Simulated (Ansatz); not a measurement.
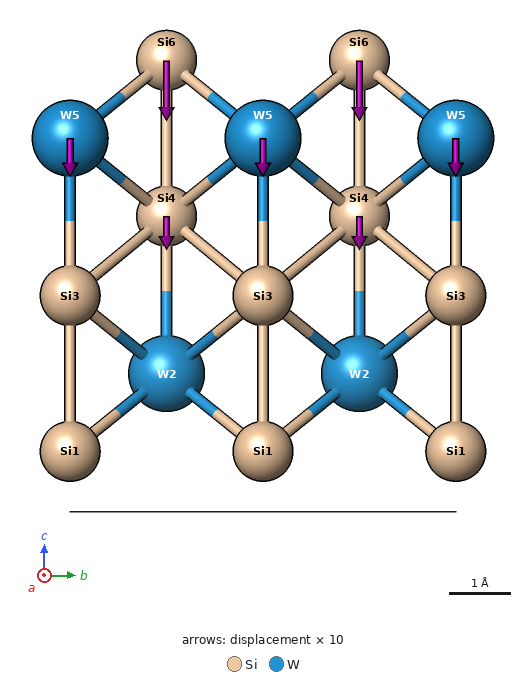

This is a constrained relaxation of a slab of composition Si₂W (cut from the I4/mmm phase). The starting structure is drawn; purple arrows show the displacements, 10 times their true length.

Style: ball-and-stick. Shown: the 2 × 2 repeat of the cell, outlined in the plane, without the vacuum, along the a axis.

Case: clean slab, lower half held. The slab is the (0 0 1) face of Si2W. 3 atoms are held fixed.

These are results of DFT PBEsol, scalar-relativistic, plane waves, PAW (Ansatz 0.2.0), not measurements.

Input file:
```yaml
crystal:
  lattice:
    - [3.2024995638, 0.0, 0.0]
    - [0.0, 3.2024995638, 0.0]
    - [0.0, 0.0, 23.4948902232]
  atoms:
    - { symbol: Si, position: [0.0, 0.0, 0.3617807923] }
    - { symbol: W, position: [0.5, 0.5, 0.4168358263] }
    - { symbol: Si, position: [0.0, 0.0, 0.4718908604] }
    - { symbol: Si, position: [0.5, 0.5, 0.5281091396] }
    - { symbol: W, position: [0.0, 0.0, 0.5831641737] }
    - { symbol: Si, position: [0.5, 0.5, 0.6382192077] }
basis:
  ecutwfc: 420
kpoints:
  mp_grid: { grid: [9, 9, 1] }
hamiltonian:
  xc: pbesol
scf:
  occupations: { method: gaussian, width: 0.1 }
output:
  forces: true
  eigenvalues: true
  write_density: true
  write_potential: true
  elf: true
  volumetric_format: npy
relax:
  adjacent_minimum: "off"
  f_tol: 0.03
  max_steps: 70
  constraints: [{ sites: [0, 1, 2] }]
efield:
  axis: 3
  dipole_correction: true
  ramp_width: 0.04
```

Launched with:
```bash
ansatz run input.yaml --threads 2 --pin off --max-ram 5120MiB --backend cpu --events-out ev --progress --plain --runs-dir out
```

Question: What happened in the run?

Answer: Over 3 geometry steps the energy falls by 26.2 meV per cell of the calculation. Largest force component: 0.36 eV/Å at the start, 0.0041 eV/Å at the end. The atom that moves furthest is Si6 (0.10 Å along the normal (−c)). By element the largest moves are Si 0.10 Å, W 0.07 Å. The lattice vectors keep their values. Among the contacts that change: Si3–W5 2.614 → 2.549 Å, W2–Si4 2.614 → 2.557 Å, Si4–Si6 2.587 → 2.543 Å, Si3–Si4 2.622 → 2.593 Å.
